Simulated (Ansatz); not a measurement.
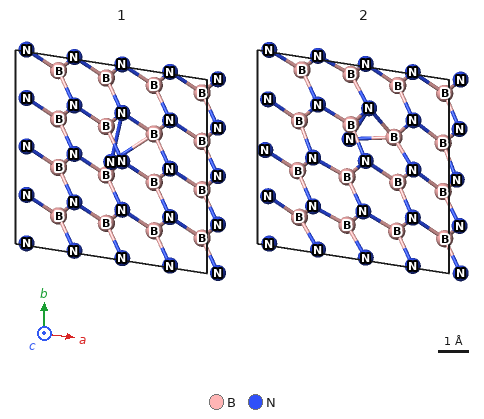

Two geometries of a defect cell of composition B$_{16}$N$_{17}$, drawn at one scale. One is the start of a relaxation, the other its converged end. A ball-and-stick model of the cell of the calculation (origin shifted), seen along the c axis.

All numbers below come from Ansatz 0.2.0, DFT PBE+D3(BJ), scalar-relativistic, plane waves, PAW. Set-up: plane-wave cutoff 420 eV; k-point mesh 2 × 2 × 2; occupations gaussian; smearing width 0.02 eV; mesh shifted by (0.5, 0.5, 0.5); collinear spin; atoms relaxed in a fixed cell; force threshold 0.02 eV/Å; at most 60 steps.

### Which geometry has the lower energy?

Structure 2 is the relaxed one. Case: N interstitial, charge +0, atoms relaxed. The energy falls by 2.572 eV per cell of the calculation in 10 accepted moves (11 points after the start). Largest force component: 2.9 eV/Å at the start, 0.01 eV/Å at the end. 1 step only repeated the SCF at the same geometry. The largest move is that of an N atom, 0.84 Å roughly along [−1 3 −1]. Largest moves by element: N 0.84 Å, B 0.18 Å. The lattice vectors keep their values. Some distances before and after: N–N 1.944 → 2.631 Å, B–N 1.754 → 1.513 Å, N–N 1.769 → 1.544 Å, B–N 1.447 → 1.566 Å. Among the angles between lasting bonds that change: N–B–N 80.0° → 115.9°, B–N–N 125.6° → 93.4°, B–N–N 80.9° → 93.3°.

Limits of the set-up: the periodic images lie only 6.7 Å apart, so the values are limited by the cell's size.
